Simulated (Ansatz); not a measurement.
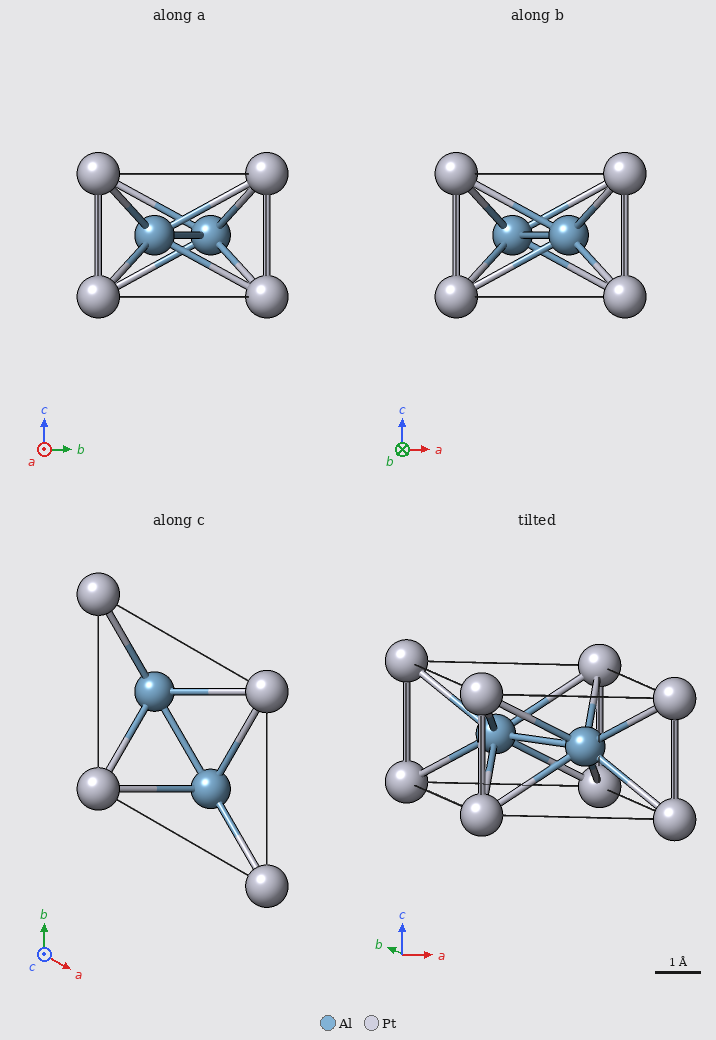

The image is a ball-and-stick drawing of a crystal, viewed along the a axis, along the b axis, along the c axis and slightly off an axis. The frame is the conventional unit cell; atoms at its boundary are shown with their periodic copies.

Lattice parameters: a = 4.3720 Å, b = 4.3720 Å, c = 2.7638 Å, α = 90.000°, β = 90.000°, γ = 120.000°.

Transcribe the picture into a CIF with its space group and independent sites.

```cif
data_structure
_symmetry_space_group_name_H-M 'P 6/m m m'
_symmetry_Int_Tables_number 191
_cell_length_a 4.3720
_cell_length_b 4.3720
_cell_length_c 2.7638
_cell_angle_alpha 90.000
_cell_angle_beta 90.000
_cell_angle_gamma 120.000
_cell_volume 45.75
loop_
_atom_site_label
_atom_site_type_symbol
_atom_site_symmetry_multiplicity
_atom_site_Wyckoff_symbol
_atom_site_fract_x
_atom_site_fract_y
_atom_site_fract_z
_atom_site_occupancy
Al1 Al 2 d 0.3333 0.6667 0.5000 1
Pt1 Pt 1 a 0.0000 0.0000 0.0000 1
```

The geometry is that of a generated cell, made by putting these elements into a known structure type (the compound may or may not exist in this form), without relaxation. Ansatz was used for an electronic-structure calculation on it.

At this level of theory the run's own cell isn't at rest (stretched, at -6 GPa), so its distances can differ from those at equilibrium, the more so the softer the solid.
